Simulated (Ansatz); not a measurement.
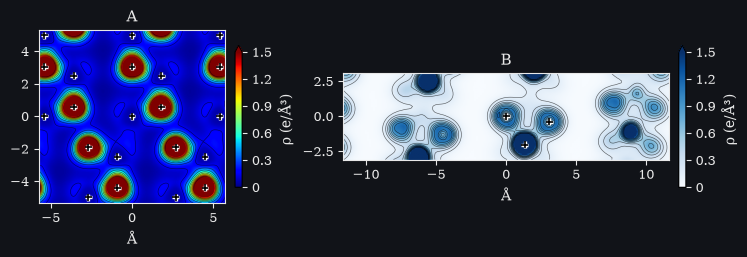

The valence pseudo-density of 2 systems, each on a plane through atoms (crosses mark nuclei in the plane).

All numbers below come from Ansatz, DFT PBE, scalar-relativistic, plane waves, PAW.

System 1: MoS$_{2}$, the (111) plane of the conventional cell. Space group R3m; a structure from a database of computed crystals, not necessarily the ambient phase; computed without spin polarisation.

```cif
data_structure
_symmetry_space_group_name_H-M 'P 1'
_symmetry_Int_Tables_number 1
_cell_length_a 3.1852
_cell_length_b 3.1852
_cell_length_c 22.3150
_cell_angle_alpha 90.000
_cell_angle_beta 90.000
_cell_angle_gamma 120.000
_cell_volume 196.06
loop_
_atom_site_label
_atom_site_type_symbol
_atom_site_fract_x
_atom_site_fract_y
_atom_site_fract_z
_atom_site_occupancy
Mo1 Mo 0.66667 0.33333 0.33311 1
Mo2 Mo 0.33333 0.66667 0.66644 1
Mo3 Mo 0.00000 0.00000 0.99978 1
S1 S 0.33333 0.66667 0.06980 1
S2 S 0.00000 0.00000 0.40313 1
S3 S 0.66667 0.33333 0.73647 1
S4 S 0.00000 0.00000 0.26309 1
S5 S 0.66667 0.33333 0.59642 1
S6 S 0.33333 0.66667 0.92976 1
```

System 2: AlN, the (010) plane of the conventional cell. Space group Cm; not relaxed (largest force 1.5 eV/Å); computed pressure about 3 GPa in this cell.

```
Al N
1.0
     0.00000    5.38841    0.00000
     3.11100    0.00000    0.00000
     0.00000   -2.69421   -9.95600
Al N
8 8
Direct
  0.38146 0.50000 0.09625
  0.88146 0.00000 0.09625
  0.63146 0.50000 0.59625
  0.13146 0.00000 0.59625
  0.08979 0.50000 0.84625
  0.58979 0.00000 0.84625
  0.83979 0.50000 0.34625
  0.33979 0.00000 0.34625
  0.78521 0.50000 0.90375
  0.28521 0.00000 0.90375
  0.53521 0.50000 0.40375
  0.03521 0.00000 0.40375
  0.99354 0.50000 0.65375
  0.49354 0.00000 0.65375
  0.74354 0.50000 0.15375
  0.24354 0.00000 0.15375
```

Question: Which map belongs to which system?

Answer: Panel A is system 2, AlN: the plane holds Al and N. Al–N (1.89 Å): the density is about 0.69 e/Å³ at the midpoint. Panel B is system 1, MoS$_{2}$: the plane holds Mo and S. Mo–S (2.41 Å): ρ at the midpoint is about 0.6 e/Å³.
